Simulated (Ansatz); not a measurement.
# Si₅Ge: what the fields show

```xyz
6
Lattice="3.8731 0.0000 0.0000 -1.9366 3.3542 0.0000 0.0000 0.0000 9.4848" Properties=species:S:1:pos:R:3 pbc="T T T"
Si    0.0000    0.0000    9.4540
Si    1.9366    1.1181    6.3219
Si    0.0000    2.2362    3.1934
Si    1.9366    1.1181    8.6815
Si    0.0000    2.2362    5.5451
Ge    0.0000    0.0000    2.3722
```

Space group P3m1; started from the ordered alloy on diamond lattice prototype, which need not be the ambient phase.

Theory: DFT, PBE, plane waves, PAW (Ansatz).

The density is the valence pseudo-density of a PAW calculation; it isn't the true density close to the nuclei.

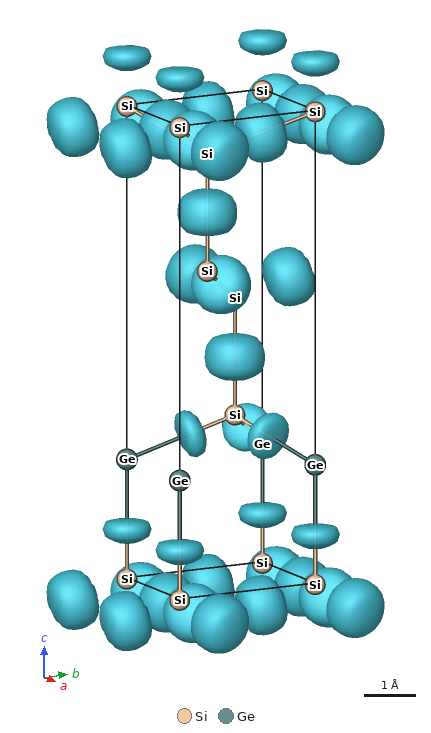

Figure 1. Isosurface of the electron localisation function at 0.85 (cyan), seen slightly off an axis. Core shells and regions of very low density are left out. Sticks mark near contacts.

### What do the ELF domains correspond to?

At this value the surface marks out four regions between bonded Ge–Si atoms (shared pairs) and eight regions between bonded Si–Si atoms (shared pairs), counted in one cell of 6 atoms. Any copies at cell faces, edges or corners count once.


Si–Si (2.35 Å): the ELF peaks at about 0.95 between the atoms (localised, covalent bonding). Si–Ge (2.38 Å): the ELF peaks at about 0.95 between the atoms (a shared electron pair).

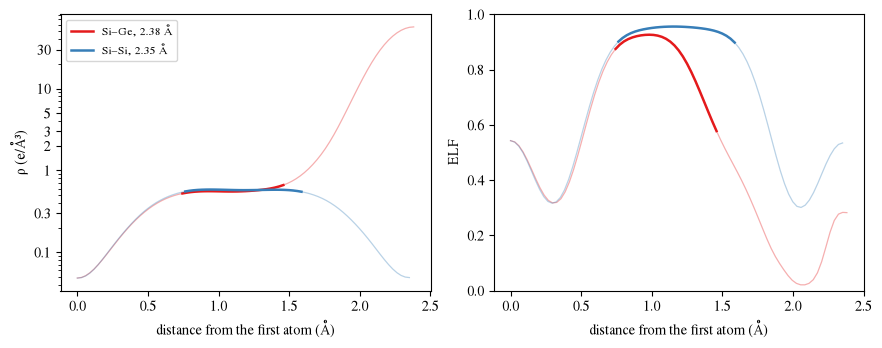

Figure 2. Valence charge density (pseudo) and electron localisation function along straight lines between neighbouring atoms. Thin, pale parts lie inside the atomic spheres.

### What can be read from the curves?

Si–Ge (2.38 Å): ρ is about 0.56 e/Å³ halfway; the ELF peaks at about 0.95 between the atoms, as expected for localised, covalent bonding.
Si–Si (2.35 Å): the density is about 0.57 e/Å³ at the midpoint; the ELF peaks at about 0.95 between the atoms, as expected for a shared electron pair.

### Does the calculation make it a metal, or give it a gap?

It is gapped, with a Kohn–Sham gap of 0.58 eV on the k-point mesh, an upper bound to the gap of this method.
